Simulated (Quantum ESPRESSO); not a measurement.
# Geometry relaxation, with input and output: TiAl

System: TiAl (2 atoms in the cell).
Method: Kohn-Sham DFT of a periodic cell, PBE with rVV10, SPMS 1.0 PBE, no spin polarisation (Quantum ESPRESSO 7.5).

The structure derives from an entry of the Crystallography Open Database.

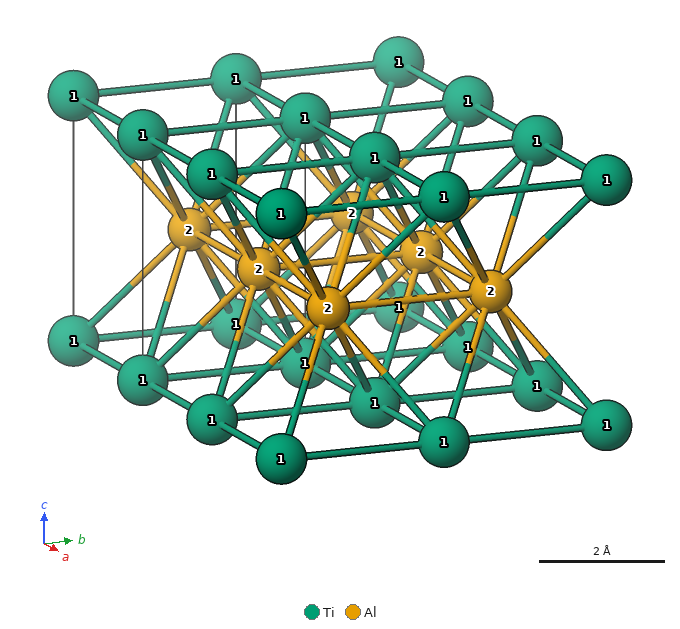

**Figure 1.** The input geometry (ball-and-stick view of the cell of the calculation, repeated 3 × 2 × 1, seen slightly off an axis; atoms are numbered from 1 in the order of the input). An atom can appear more than once, as a periodic image.

### Input
```python
import numpy as np
from ase.calculators.espresso import Espresso, EspressoProfile
from ase.io import read

atoms = read('TiAl.cif')

input_data = {
    'control': {'calculation': 'scf', 'prefix': 'pwscf', 'outdir': './tmp', 'tprnfor': True, 'tstress': True, 'disk_io': 'low'},
    'system': {'ecutwfc': 70.0, 'nbnd': 13, 'input_dft': 'sla+pw+pbx+pbc+vv10', 'occupations': 'smearing', 'smearing': 'mp', 'degauss': 0.00367493},
    'electrons': {'conv_thr': 4e-10, 'electron_maxstep': 120, 'mixing_beta': 0.5},
}
pseudopotentials = {'Al': '13_Al_3_1.9_1.9_pbe_n_v1.0.upf', 'Ti': '22_Ti_12_2.0_2.8_pbe_n_v1.0.upf'}
profile = EspressoProfile(command='pw.x', pseudo_dir='pseudo')
dft = Espresso(profile=profile, input_data=input_data, pseudopotentials=pseudopotentials, kpts=(9, 9, 7), koffset=(0, 0, 0))
atoms.calc = dft

from ase.optimize import FIRE
done = FIRE(atoms, trajectory='opt.traj').run(fmax=0.02, steps=30)
print('converged', done)
print(f'energy {atoms.get_potential_energy():.8f} eV')
print('forces (eV/A)')
print(np.round(atoms.get_forces(), 6))
print('stress (eV/A^3, Voigt)')
print(np.round(atoms.get_stress(), 8))
print(f'Fermi level {dft.get_fermi_level():.4f} eV')
```

### File TiAl.cif
```
data_TiAl
_cell_length_a 2.83730000
_cell_length_b 2.83730000
_cell_length_c 4.05910000
_cell_angle_alpha 90.00000000
_cell_angle_beta 90.00000000
_cell_angle_gamma 90.00000000
_space_group_name_H-M_alt 'P1'
_space_group_name_Hall 'P 1'
_space_group_IT_number 1
loop_
_space_group_symop_operation_xyz
'x,y,z'
loop_
_atom_site_label
_atom_site_type_symbol
_atom_site_symmetry_multiplicity
_atom_site_Wyckoff_symbol
_atom_site_fract_x
_atom_site_fract_y
_atom_site_fract_z
_atom_site_occupancy
Ti1 Ti 1 a 0.0000000000 0.0000000000 0.0000000000 1
Al1 Al 1 a 0.5000000000 0.5000000000 0.5000000000 1
```

Run as:
```bash
OMP_NUM_THREADS=1 python run.py
```

### What the program printed
```
Step          Energy          fmax
FIRE:    0    -1659.456893        0.000000
converged True
energy -1659.45689280 eV
forces (eV/A)
[[0. 0. 0.]
 [0. 0. 0.]]
stress (eV/A^3, Voigt)
[ 0.01538924  0.01538924  0.0089704  -0.         -0.         -0.        ]
Fermi level 10.9830 eV
```

### Key numbers

| quantity | value |
| --- | --- |
| outcome | converged |
| space group (tolerance 0.01 Å) | P4/mmm (123) |
| electrons treated | 15 |
| free energy | −1659.4570 eV |
| Fermi energy | 10.983 eV |
| gap on the k-point mesh | none (metallic) |
| pressure | −2.12 GPa |
| final volume | 32.68 Å³ |
| largest force (length of the vector) | under 0.001 eV/Å |
| hardware | 1 thread of INTEL XEON PLATINUM @ 2.30GHz (Emerald Rapids), 24 GiB of memory available, shared host |
| wall time | 12 s |
| peak memory | 0.1 GiB |

Further notes kept with the run: rVV10 parameter b fitted to another functional. Points of doubt noted for this run: rvv10 parameter b fitted to another functional.
